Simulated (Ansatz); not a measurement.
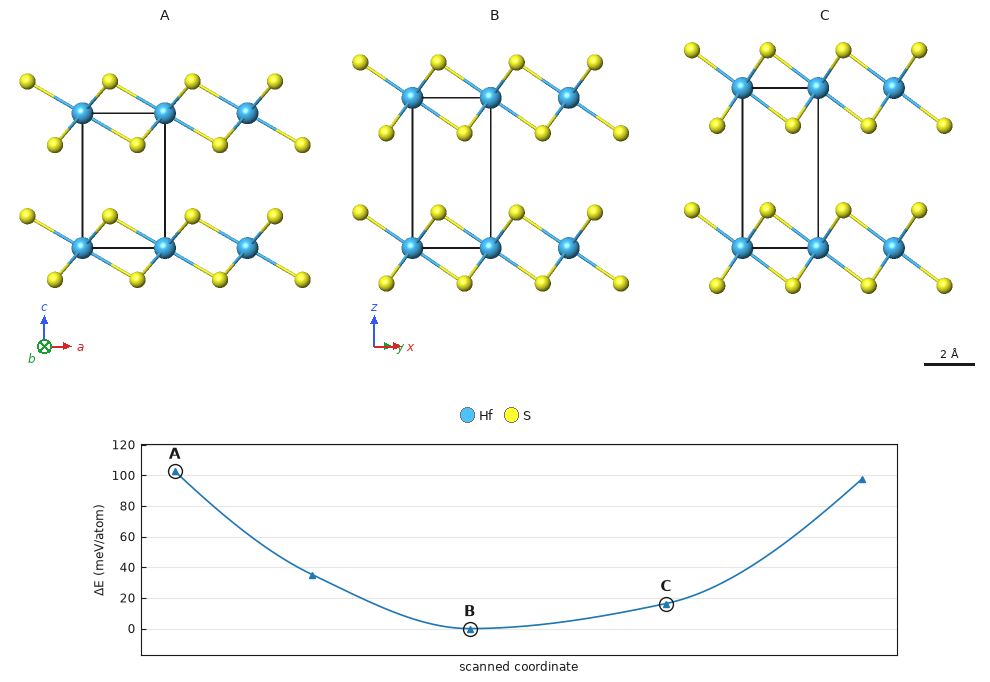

A scan of solid HfS2 (P-3m1) along one coordinate. x, y and z are the Cartesian axes of the input. Style: ball-and-stick. Shown: the cell of the calculation, repeated 2 × 1 × 1 with one cell outlined, along the b axis.

The calculation used DFT LDA, scalar-relativistic, plane waves, PAW in Ansatz. Settings: plane-wave cutoff 420 eV; k-point mesh 9 × 9 × 6; occupations gaussian; smearing width 0.05 eV; no spin polarisation. Energies (free energies at the smearing named) are counted from the cell as listed in its source, which wasn't relaxed.

> Which coordinate changes from frame to frame?

The ratio of the cell's length along z to its lengths across, counted as 1 for the reference, is changed at fixed volume (a c/a path), with the atoms kept at their fractional coordinates. In the frames the relative ratio is 0.85 (A), 1.00 (B), 1.10 (C). The lowest computed point lies at the relative ratio 1.00 (0.0 meV/atom). The unrelaxed reference is under a pressure of −3.9 GPa. The distortion keeps the space group P-3m1. At the relative ratio 1.20 the cell of the drawing goes a 3.640 → 3.425 Å, b 3.640 → 3.425 Å, c 6.056 → 6.838 Å. The band gap on the mesh, 1.05 eV in the reference, closes at 1.20.
